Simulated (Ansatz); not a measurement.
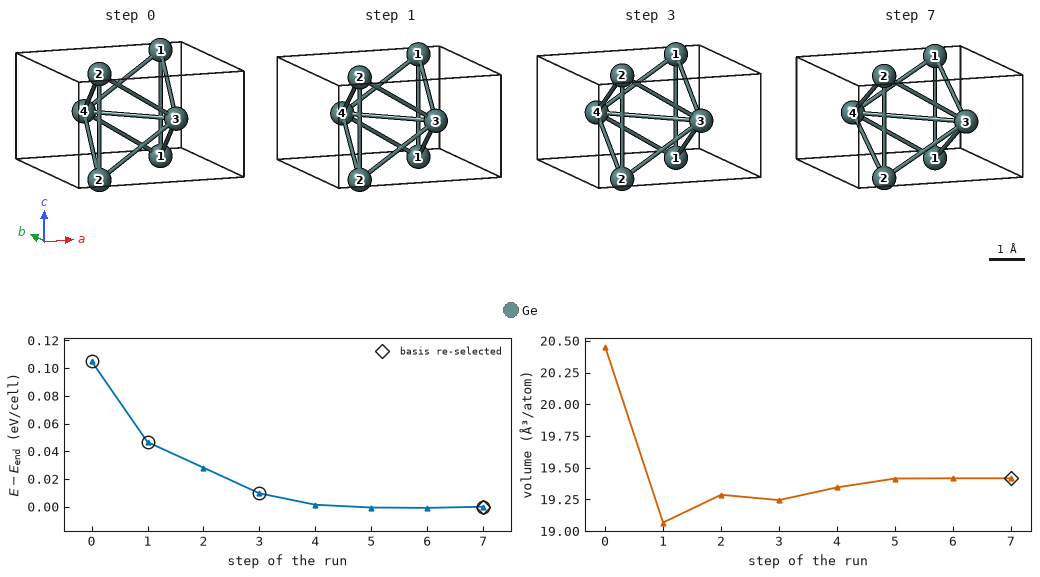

Frames of a relaxation of a crystal of Ge (a generated structure, set up in P4_2/mnm), marked on the history of the run. Style: ball-and-stick. Shown: the cell of the calculation, slightly off an axis.

Level of theory: Ansatz, DFT PBE, scalar-relativistic, plane waves, PAW.

The input:
```yaml
crystal:
  lattice:
    - [5.1220328, 0.0, 0.0]
    - [0.0, 5.1220328, 0.0]
    - [0.0, 0.0, 3.11859387]
  atoms:
    - { symbol: Ge, position: [0.79740801, 0.79740801, 0.0] }
    - { symbol: Ge, position: [0.20259199, 0.20259199, 0.0] }
    - { symbol: Ge, position: [0.70259199, 0.29740801, 0.5] }
    - { symbol: Ge, position: [0.29740801, 0.70259199, 0.5] }
basis:
  ecutwfc: 420
kpoints:
  mp_grid: { grid: [10, 10, 14] }
hamiltonian:
  xc: pbe
scf:
  occupations: { method: gaussian, width: 0.1 }
output:
  forces: true
  stress: true
  eigenvalues: true
relax:
  adjacent_minimum: "off"
  f_tol: 0.01
  max_steps: 80
  cell: { stress_tol: 0.05 }
```

Run as
```bash
ansatz run input.yaml --threads 1 --pin off --max-ram 2560MiB --backend cpu --events-out ev --progress --plain --runs-dir out
```

### Describe the path.

The energy falls by 0.105 eV per cell of the calculation in 6 accepted moves (7 points after the start). Largest force component: 0.079 eV/Å at the start, 0.00054 eV/Å at the end. Pressure: −2.81 GPa at the start and 0.03 GPa at the end. At 1 point the geometry stayed and the basis and grid were re-selected for the new cell (energy shift of 0.8 meV per cell of the calculation at most each time). The largest moves relative to the cell, 0.34 Å, are those of Ge1, Ge2, Ge3 and Ge4. Ge3 goes along [1 −1 0]. Cell: a = b 5.122 → 5.081 Å (−0.8 %), c 3.119 → 3.008 Å (−3.5 %). Volume −5.1 %. Among the contacts that change: Ge1–Ge2 2.935 → 3.600 Å, Ge1–Ge1 3.119 → 3.008 Å, Ge1–Ge3 3.037 → 2.952 Å. The space group (tolerance 0.01 Å) goes from P4_2/mnm (No. 136) to I4/mmm (No. 139). Cost: 2.7 min on 1 thread of Arm Neoverse V2, with other jobs on the host, peak memory 0.58 GiB. From step 0 to 1: Ge atoms move most (0.04 Å), volume −6.8 %, energy −58.3 meV per cell of the calculation. From step 1 to 3: Ge atoms move most (0.17 Å), volume +0.9 %, energy −37.0 meV per cell of the calculation. From step 3 to 7: Ge atoms move most (0.12 Å), volume +0.9 %, energy −9.7 meV per cell of the calculation.
